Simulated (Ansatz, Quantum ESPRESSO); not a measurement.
**SiC (Moissanite 3C): from Born charge to LO-TO splitting**

How high does the longitudinal optical mode of SiC (Moissanite 3C) lie, given the transverse one, the Born charge and ε∞?

Program: Quantum ESPRESSO 7.5. Level of theory: DFT LDA, scalar-relativistic, plane waves, PseudoDojo norm-conserving pseudopotentials. Results are calculated unless marked as measured.

### 1. Set-up

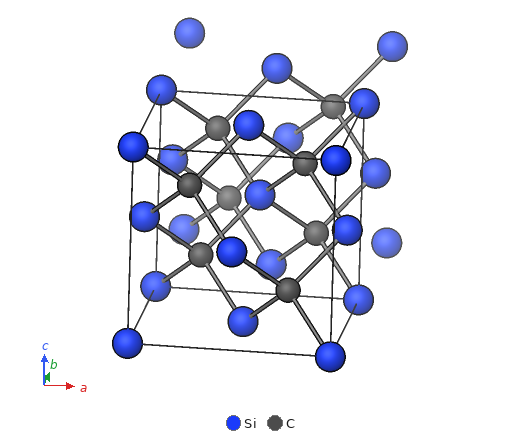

Start, viewed slightly off an axis; silicon blue, carbon dark grey. 1×2×1 cells are drawn. This picture shows the conventional cell, with its axes. Bonds to atoms that aren't drawn are left out. Some periodic images of atoms are drawn too.

Structure file:

```cif
data_structure
_symmetry_space_group_name_H-M 'F-43m'
_symmetry_Int_Tables_number 216
_cell_length_a 4.3252
_cell_length_b 4.3252
_cell_length_c 4.3252
_cell_angle_alpha 90.000
_cell_angle_beta 90.000
_cell_angle_gamma 90.000
_cell_volume 80.92
loop_
_atom_site_label
_atom_site_type_symbol
_atom_site_symmetry_multiplicity
_atom_site_Wyckoff_symbol
_atom_site_fract_x
_atom_site_fract_y
_atom_site_fract_z
_atom_site_occupancy
Si1 Si 4 a 0.00000 0.00000 0.00000 1
C1 C 4 d 0.25000 0.25000 0.75000 1
```

This is the cell after its relaxation at this level of theory, not the database cell from which that began.

### 2. What the response run gave

A linear-response run on the relaxed cell, with the response to an electric field; only its zone-centre results are used. Cutoff 82 Ry, k mesh 12×12×12.

The program printed:

```text
[banners, grids, parts of the stress and lines that vanish by symmetry left out]
Program PHONON v.7.5
     Reading xml data from directory:

[...]
Exchange-correlation= PW
                           (   1   4   0   0   0   0   0)
[...]
(   8 q-points):
[...]
kinetic-energy cut-off    =      82.0000  Ry
     charge density cut-off    =     328.0000  Ry
     convergence threshold     =      1.0E-18
[...]
Exchange-correlation= PW
                           (   1   4   0   0   0   0   0)
[...]
q = (   0.0000000   0.0000000   0.0000000 )
     25 Sym.Ops. (with q -> -q+G )
     G cutoff =  555.0506  (  13731 G-vectors)     FFT grid: ( 36, 36, 36)
     number of k points=    72
[...]
Mode symmetry, T_d (-43m)  point group:
[...]
Dielectric constant
[...]
End of electric fields calculation
          Dielectric constant in cartesian axis
          (       6.878386414       0.000000000      -0.000000000 )
          (       0.000000000       6.878386414       0.000000000 )
          (      -0.000000000       0.000000000       6.878386414 )
          Effective charges (d Force / dE) in cartesian axis without acoustic sum rule applied (asr)
           atom    1  Si    Mean Z*:        2.72210
      Ex  (        2.72210       -0.00000        0.00000 )
      Ey  (       -0.00000        2.72210        0.00000 )
      Ez  (       -0.00000        0.00000        2.72210 )
           atom    2  C     Mean Z*:       -2.72356
      Ex  (       -2.72356       -0.00000        0.00000 )
      Ey  (        0.00000       -2.72356        0.00000 )
      Ez  (        0.00000        0.00000       -2.72356 )
          Effective charges Sum: Mean:       -0.00146
[...]
Effective charges (d Force / dE) in cartesian axis with asr applied:
           atom    1  Si    Mean Z*:        2.72283
[...]
atom    2  C     Mean Z*:       -2.72283
[...]
Representation #   1 modes #   1   2   3
[...]
End of self-consistent calculation
     Convergence has been achieved
     Representation #   2 modes #   4   5   6
[...]
End of self-consistent calculation
     Convergence has been achieved
[...]
Dielectric constant in cartesian axis
          (       6.878386414       0.000000000      -0.000000000 )
          (       0.000000000       6.878386414       0.000000000 )
          (      -0.000000000       0.000000000       6.878386414 )
          Effective charges (d Force / dE) in cartesian axis without acoustic sum rule applied (asr)
           atom    1  Si    Mean Z*:        2.72210
[...]
Mode symmetry, C_s (m)     point group:
[...]
q = (    0.750000000  -0.250000000   0.750000000 )
[...]
Mode symmetry, C_s (m)     point group:
     freq (   1-   1) =        328.7  [cm-1]   --> A''
     freq (   2-   2) =        405.7  [cm-1]   --> A'
     freq (   3-   3) =        544.4  [cm-1]   --> A'
     freq (   4-   4) =        769.7  [cm-1]   --> A''
     freq (   5-   5) =        777.6  [cm-1]   --> A'
     freq (   6-   6) =        864.5  [cm-1]   --> A'
[...]
Mode symmetry, C_s (m)     point group:
[...]
q = (    0.500000000   0.000000000   0.500000000 )
[...]
Mode symmetry, C_s (m)     point group:
     freq (   1-   1) =        288.8  [cm-1]   --> A''
     freq (   2-   2) =        399.5  [cm-1]   --> A'
     freq (   3-   3) =        489.3  [cm-1]   --> A'
     freq (   4-   4) =        766.1  [cm-1]   --> A''
     freq (   5-   5) =        788.9  [cm-1]   --> A'
     freq (   6-   6) =        882.3  [cm-1]   --> A'
[...]
Mode symmetry, D_2d (-42m) point group:
[...]
Representation #   3 modes #   3   4
[...]
Convergence has been achieved
     Representation #   4 modes #   5   6
[...]
Convergence has been achieved
[...]
q = (    0.000000000  -1.000000000   0.000000000 )
[...]
freq (    5) =      23.056706 [THz] =     769.088925 [cm-1]
     freq (    6) =      24.907447 [THz] =     830.822998 [cm-1]
[...]
Mode symmetry, D_2d (-42m) point group:
     freq (   1-   2) =        366.4  [cm-1]   --> E    X_5  W_3
     freq (   3-   3) =        634.8  [cm-1]   --> B_2  X_3  W_2
     freq (   4-   5) =        769.1  [cm-1]   --> E    X_5  W_3
     freq (   6-   6) =        830.8  [cm-1]   --> A_1  X_1  W_1
[...]
Mode symmetry, S_4 (-4)    point group:
[...]
Convergence has been achieved
[...]
Convergence has been achieved
[...]
Convergence has been achieved
[...]
Convergence has been achieved
     Representation #   5 mode #   5
[...]
End of self-consistent calculation
     Convergence has been achieved
     Representation #   6 mode #   6
[...]
End of self-consistent calculation
     Convergence has been achieved
[...]
q = (   -0.500000000  -1.000000000   0.000000000 )
[...]
freq (    1) =      12.077704 [THz] =     402.868852 [cm-1]
     freq (    2) =      13.914919 [THz] =     464.151740 [cm-1]
     freq (    3) =      16.127649 [THz] =     537.960471 [cm-1]
     freq (    4) =      22.317127 [THz] =     744.419224 [cm-1]
     freq (    5) =      23.401287 [THz] =     780.582905 [cm-1]
     freq (    6) =      25.822751 [THz] =     861.354267 [cm-1]
[...]
Mode symmetry, S_4 (-4)    point group:
     freq (   1-   1) =        402.9  [cm-1]   --> B    W_3
     freq (   2-   2) =        464.2  [cm-1]   --> E*   W_2
     freq (   3-   3) =        538.0  [cm-1]   --> E    W_4
     freq (   4-   4) =        744.4  [cm-1]   --> A    W_1
     freq (   5-   5) =        780.6  [cm-1]   --> E*   W_2
     freq (   6-   6) =        861.4  [cm-1]   --> B    W_3

   JOB DONE.
```

```tsv
quantity	value
cell volume Ω (Å³)	20.229
mass of Si (u)	28.085
mass of C (u)	12.011
Born charge of Si, raw (e)	2.722
Born charge of C, raw (e)	-2.724
ε∞	6.878
ω(TO) after the sum rule (cm⁻¹)	798.3
```

### 3. The calculation

The charges must sum to zero over the cell; taking off their mean, -0.001 e, leaves Z* = 2.723 e on Si. In the polar mode Si moves against C, so the reduced mass is μ = 28.09 × 12.01 / 40.10 = 8.413 u.

A longitudinal wave builds up a field that adds to the restoring force: ω(LO)² = ω(TO)² + 4π Z*² / (μ Ω ε∞), in Hartree atomic units. With μ = 15336 electron masses and Ω = 136.51 bohr³ the second term is 6.4698e-06 Ha², or 311644 cm⁻² (1 Ha = 219474.6 cm⁻¹).

So ω(LO) = √(637331 + 311644) = 974.2 cm⁻¹, and by the Lyddane-Sachs-Teller relation ε₀ = ε∞ (ω(LO)/ω(TO))² = 10.24.

### 4. Check against the program

The analysis program adds the same non-analytic term to the full matrix, here for q along (1 0 0).

The program printed:

```text
[banner, memory and clock lines left out]
Program DYNMAT v.7.5

     Reading Dynamical Matrix from file x.dyn1
     ...Force constants read
     ...epsilon and Z* read

     Polarizability (A^3 units)
     multiply by 0.337899 for Clausius-Mossotti correction
         9.462794    0.000000   -0.000000
         0.000000    9.462794    0.000000
        -0.000000    0.000000    9.462794

     IR activities are in (D/A)^2/amu units

# mode   [cm-1]    [THz]      IR
    1     -0.00   -0.0000    0.0000
    2     -0.00   -0.0000    0.0000
    3      0.00    0.0000    0.0000
    4    798.33   23.9332   20.3309
    5    798.33   23.9332   20.3309
    6    974.15   29.2042   20.3309
```

ε₀ comes from the program's run without a direction of q.

```tsv
quantity	by hand	program
ω(LO) (cm⁻¹)	974.2	974.1
ε₀	10.24	10.24
```

### 5. Summary of results

```json
{
  "TO mode": "798.3 cm⁻¹",
  "LO mode": "974.1 cm⁻¹",
  "static dielectric constant": "10.24"
}
```

**Reading.** The LO mode of SiC (Moissanite 3C) lies at 974 cm⁻¹, 176 cm⁻¹ above the TO mode; the formula meets the program within 0.1 cm⁻¹, as it must for a cubic crystal with one polar mode. ω(LO)² − ω(TO)² goes with Z*²/ε∞: an error of 5 % in ε∞ would move the LO mode by 7.6 cm⁻¹, and semilocal functionals tend to overestimate ε∞. These are harmonic values at zero temperature, at the volume of this functional, for the structure held cubic; stability elsewhere in the zone is no part of this calculation.

[Host names and launcher messages were left out of these logs when they were recorded.]

[Logs are printed without paths, hosts, clocks, repeated set-up lines and the standing remarks that a program may print on its own settings, such as how far it seeks lower states.]

[Hosts, paths, dates, database ids (printed as entryN), source tags and the programs' standing remarks are cut or masked in the printed files.]
